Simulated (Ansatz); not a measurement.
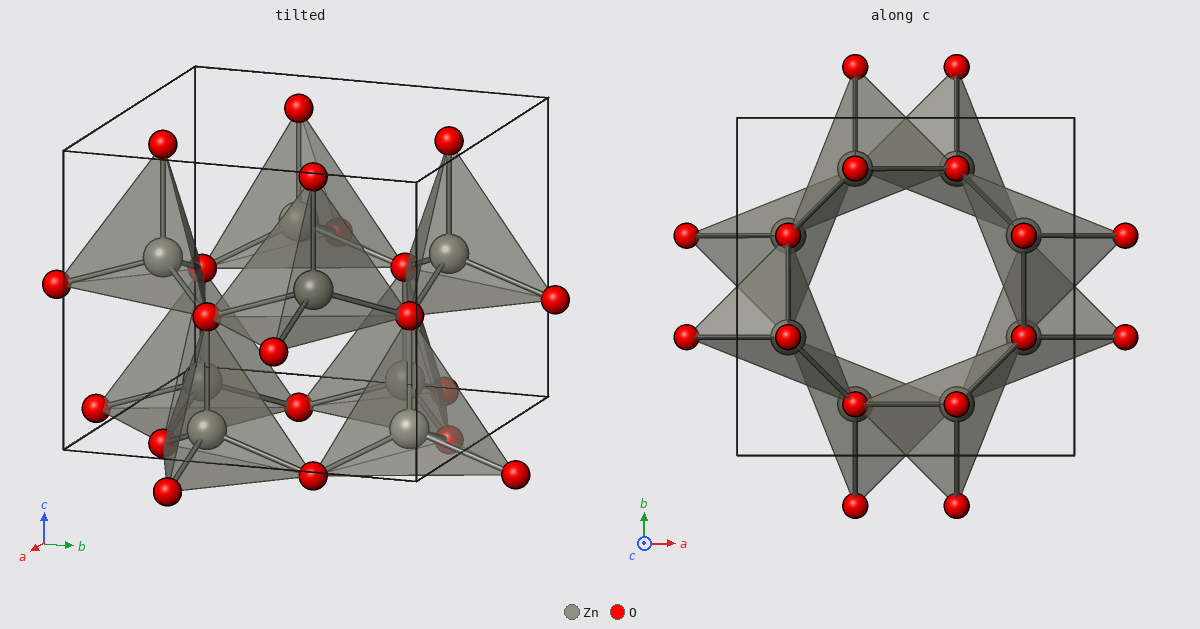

Drawn in the polyhedral manner and seen slightly off an axis and along the c axis. The wireframe shows the conventional unit cell. A few atoms beyond the faces are included. Cell: a = 6.46 Å, b = 6.46 Å, c = 5.29 Å, α = 90.00°, β = 90.00°, γ = 90.00°.

The initial geometry was a structure type filled with these elements by a generator (whether the compound takes this form wasn't checked). Earlier steps of the study may have refined or changed the cell and positions. A calculation with Ansatz used it as input.

What can be read from this drawing?

Its composition is ZnO. The symmetry is that of I4cm (No. 108), on a body-centred tetragonal lattice. Content of the cell: 8 Zn, 8 O (Z = 8). The Zn atoms are each bonded to four O at about 1.9 to 2.1 Å. The coordination shell of O holds four Zn at about 1.9 to 2.1 Å. The bonds build a three-dimensional framework.

Method used: DFT r2SCAN, scalar-relativistic, plane waves, PAW (Ansatz). It ran with a basis cut at 500 eV, k-points about 0.19 Å⁻¹ apart, Gaussian smearing of 0.02 eV, no spin polarisation.

What is the band gap, if any?

A semiconductor at this level, with a gap of 1.30 eV, direct.

How charged are the atoms, by the Bader scheme?

Zn +1.28 e; O -1.28 e.

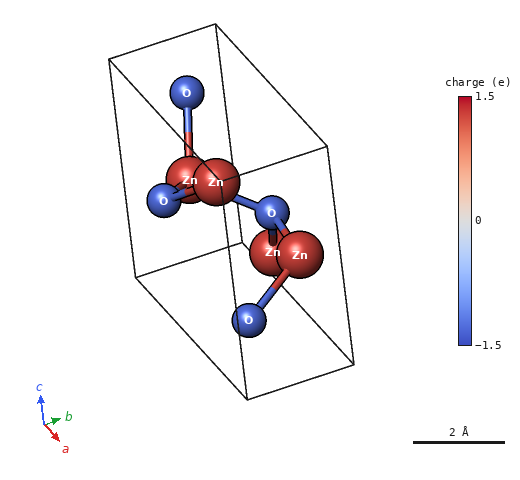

The atoms coloured by those charges. The run's cell of 8 atoms is drawn, so axes and origin can differ from the first picture.

Does the calculation find this structure at rest?

No. The largest force is 0.06 eV/Å, on Zn. The pressure is -5.0 GPa, so the cell would contract.
